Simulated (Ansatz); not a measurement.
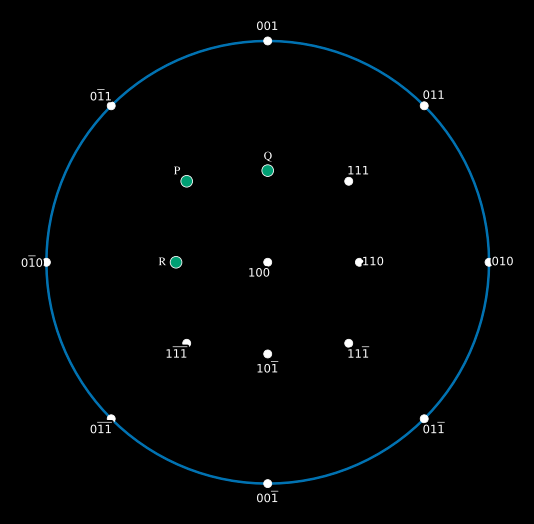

Crystal: N, the end point of a relaxation with Ansatz, DFT r2SCAN, scalar-relativistic, plane waves, PAW. Stereographic projection of plane normals (upper hemisphere) centred on (1 0 0). Symmetry computed with spglib at a tolerance of 0.002 Å; standard conventional cell.

a = 5.772 Å, b = 5.772 Å, c = 5.772 Å, α = 90.00°, β = 90.00°, γ = 90.00°.

**Index the poles marked P, Q, R.**

P is (1 −1 1), 54.7° from the centre; Q is (1 0 1), 45.0° from the centre; R is (1 −1 0), 45.0° from the centre.

**Which zone does the coloured great circle trace?**

The zone [1 0 0]: its poles satisfy h = 0.

**What is the angle between the normals of (0 0 −1) and (1 −1 0), and what are their d_hkl = 1/|g|?**

90.0°; d = 5.772 Å and 4.081 Å.
